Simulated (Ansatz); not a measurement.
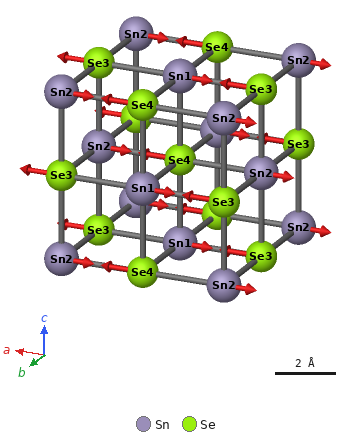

Normal modes of solid SnSe, at the zone centre of a doubled cell. The levels lie at 39 (×2), 40, 46 (×2), 59, 71 (×2), 82 cm⁻¹. One mode is drawn. The red arrows give the relative displacements of the atoms. A ball-and-stick model of the conventional cell (2 times the calculation's cell), seen from a free direction. Lengths and directions refer to the drawn axes.

Theory: Ansatz, DFT PBE+D3(BJ), scalar-relativistic, plane waves, PAW. (plane-wave cutoff 420 eV; k-point mesh 8 × 8 × 6; occupations gaussian; smearing width 0.05 eV; no spin polarisation)

Frequencies are those without the non-analytic (LO–TO) term.

> Which of these frequencies is the drawn mode's?

The level at 40 cm⁻¹. This is a non-degenerate mode, level 2 of 6, counted from below (the three translations aside). The Se sublattice moves against the Sn sublattice, along a; it stretches the shortest Se–Sn bonds (2.99 Å); the kinetic energy is shared as Se 60 %, Sn 40 %. It repeats in both halves of the doubled cell: it is a zone-centre mode of the crystal.
